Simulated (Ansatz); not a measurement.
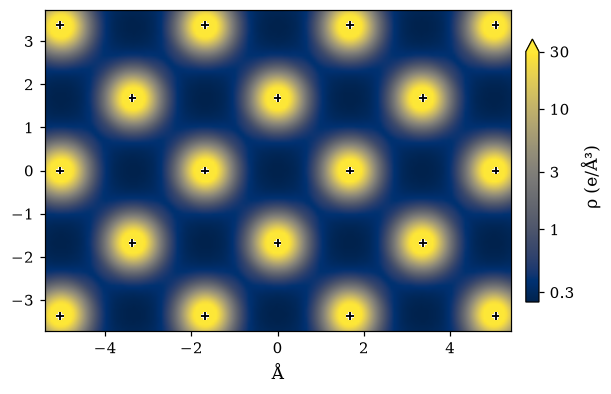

The valence charge density (pseudo) on a plane through atoms (crosses mark nuclei in the plane).

Level of theory: DFT, r2SCAN, plane waves (500 eV) with PAW, scalar-relativistic (Ansatz 0.2.0).

Candidates:
A. Rh, a = 4.18 Å, b = 4.18 Å, c = 2.57 Å, α = 90.00°, β = 90.00°, γ = 120.00°. Space group P6/mmm; set up as Rh, omega (AlB2-type); a generated structure, not necessarily the stable one; changed on purpose from its base cell (volume × 0.92); computed pressure about 27 GPa in this cell; computed without spin polarisation.
B. Co, a = 3.37 Å, b = 3.37 Å, c = 3.37 Å, α = 90.00°, β = 90.00°, γ = 90.00°. Space group Fm-3m; set up as Co, fcc; a generated structure, not necessarily the stable one; changed on purpose from its base cell (volume × 0.88); computed pressure about 35 GPa in this cell; spin-polarised.
C. Ir, a = 2.66 Å, b = 6.56 Å, c = 3.55 Å, α = 90.00°, β = 90.00°, γ = 90.00°. Space group Cmcm; set up as Ir, beta-Sn type; a generated structure, not necessarily the stable one; changed on purpose from its base cell (volume × 1.0); computed without spin polarisation.

**Which system is this?**

Candidate B: Co on the (001) plane of the conventional cell, which holds Co. Co–Co (2.38 Å): ρ is about 0.38 e/Å³ halfway.
